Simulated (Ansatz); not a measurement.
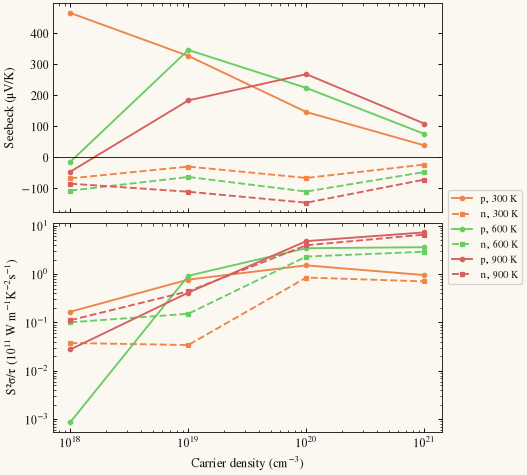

Seebeck coefficient and power factor over the relaxation time against doping (rigid bands, constant relaxation time).

The material is GaAs, space group F-43m (No. 216), 2 atoms in the cell.

Computed with Ansatz 0.2.0: DFT PBE, scalar-relativistic, plane waves, PAW, no spin polarisation, 12×12×12 k mesh, 420 eV cutoff.

> What are the Seebeck coefficients at 300 K and 10¹⁹ cm⁻³, and what do they say about the bands?

At 300 K and 10¹⁹ cm⁻³ the Seebeck coefficient is 327 μV/K for holes and −29 μV/K for electrons; the larger size for holes shows the larger density-of-states mass of the valence band.

> How does the Seebeck coefficient move with doping and temperature?

At 300 K it goes from 466 to 39 μV/K for holes and from −67 to −23 μV/K for electrons between 10¹⁸ cm⁻³ and 10²¹ cm⁻³, so its size falls as carriers are added. At 10¹⁹ cm⁻³ the hole value goes from 327 to 184 μV/K on heating to 900 K.

> Which case has the largest power factor over τ?

The largest power factor over τ is for p type at 10²¹ cm⁻³ and 900 K, about 7.3 × 10¹¹ W m⁻¹ K⁻² s⁻¹.

> Where do minority carriers matter?

Thermally excited minority carriers matter most at 900 K and 10¹⁸ cm⁻³ (p type), where they pull the Seebeck coefficient towards zero.

The bands are interpolated from a finite k mesh, so the values are approximate.
